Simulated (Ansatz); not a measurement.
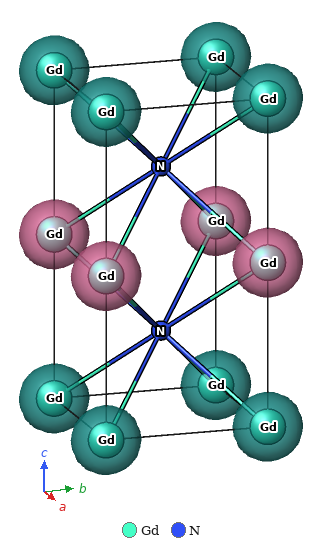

GdN. Isosurfaces of the magnetisation density (up minus down) at +2 (teal) and −2 e/Å³ (pink), seen slightly off an axis. Sticks mark near contacts.

Space group Pm-3m; started from the CsCl prototype, which need not be the ambient phase; the SCF solution may not be the lowest one; the program warned that another magnetic order may lie lower; spin-polarised.

These are results of DFT r2SCAN, scalar-relativistic, plane waves, PAW in Ansatz, not measurements.

```cif
data_structure
_symmetry_space_group_name_H-M 'P 1'
_symmetry_Int_Tables_number 1
_cell_length_a 3.0189
_cell_length_b 3.0189
_cell_length_c 6.0378
_cell_angle_alpha 90.000
_cell_angle_beta 90.000
_cell_angle_gamma 90.000
_cell_volume 55.03
loop_
_atom_site_label
_atom_site_type_symbol
_atom_site_fract_x
_atom_site_fract_y
_atom_site_fract_z
_atom_site_occupancy
Gd1 Gd 0.00000 0.00000 0.00000 1
N1 N 0.50000 0.50000 0.25000 1
Gd2 Gd 0.00000 0.00000 0.50000 1
N2 N 0.50000 0.50000 0.75000 1
```

> Which atoms carry the moments, and with what signs?

The spin density sits on Gd: +6.9 μB and −6.9 μB in one cell of 4 atoms: antiferromagnetic in this solution, which needn't be the ground state, with some nearest magnetic neighbours parallel and some opposed. The cell of the calculation (4 atoms) carries 0.0 μB of net spin moment.
